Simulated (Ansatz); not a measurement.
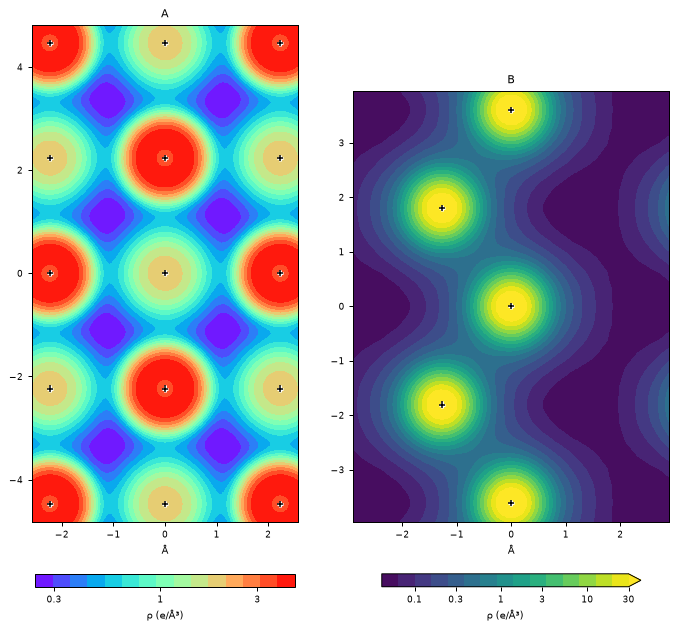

The valence charge density (pseudo) of 2 systems, each on a plane through atoms (crosses mark nuclei in the plane).

Theory: DFT, LDA, PAW with Ansatz's default frozen-core files, scalar-relativistic (Ansatz 0.2.0).

System 1: TaC, the (001) plane of the conventional cell. Space group Fm-3m; a structure from a database of computed crystals, not necessarily the ambient phase; computed pressure about −12 GPa in this cell; computed without spin polarisation.

```
Ta C
1.0
     4.46780    0.00000    0.00000
     0.00000    4.46780    0.00000
     0.00000    0.00000    4.46780
Ta C
4 4
Direct
  0.00000 0.00000 0.00000
  0.50000 0.50000 0.00000
  0.50000 0.00000 0.50000
  0.00000 0.50000 0.50000
  0.50000 0.00000 0.00000
  0.00000 0.50000 0.00000
  0.00000 0.00000 0.50000
  0.50000 0.50000 0.50000
```

System 2: Ni, the (011) plane of the conventional cell. Space group Fd-3m; computed pressure about −9 GPa in this cell; spin-polarised.

```cif
data_structure
_symmetry_space_group_name_H-M 'P 1'
_symmetry_Int_Tables_number 1
_cell_length_a 5.1001
_cell_length_b 5.1001
_cell_length_c 5.1001
_cell_angle_alpha 90.000
_cell_angle_beta 90.000
_cell_angle_gamma 90.000
_cell_volume 132.66
loop_
_atom_site_label
_atom_site_type_symbol
_atom_site_fract_x
_atom_site_fract_y
_atom_site_fract_z
_atom_site_occupancy
Ni1 Ni 0.50000 0.00000 0.00000 1
Ni2 Ni 0.00000 0.50000 0.00000 1
Ni3 Ni 0.00000 0.00000 0.50000 1
Ni4 Ni 0.50000 0.50000 0.50000 1
Ni5 Ni 0.75000 0.25000 0.25000 1
Ni6 Ni 0.25000 0.75000 0.25000 1
Ni7 Ni 0.25000 0.25000 0.75000 1
Ni8 Ni 0.75000 0.75000 0.75000 1
```

Which map belongs to which system?

Panel A is system 1, TaC: the plane holds Ta and C. Ta–C (2.23 Å): ρ is about 0.57 e/Å³ halfway. Panel B is system 2, Ni: the plane holds Ni. Ni–Ni (2.21 Å): ρ is about 0.54 e/Å³ halfway.
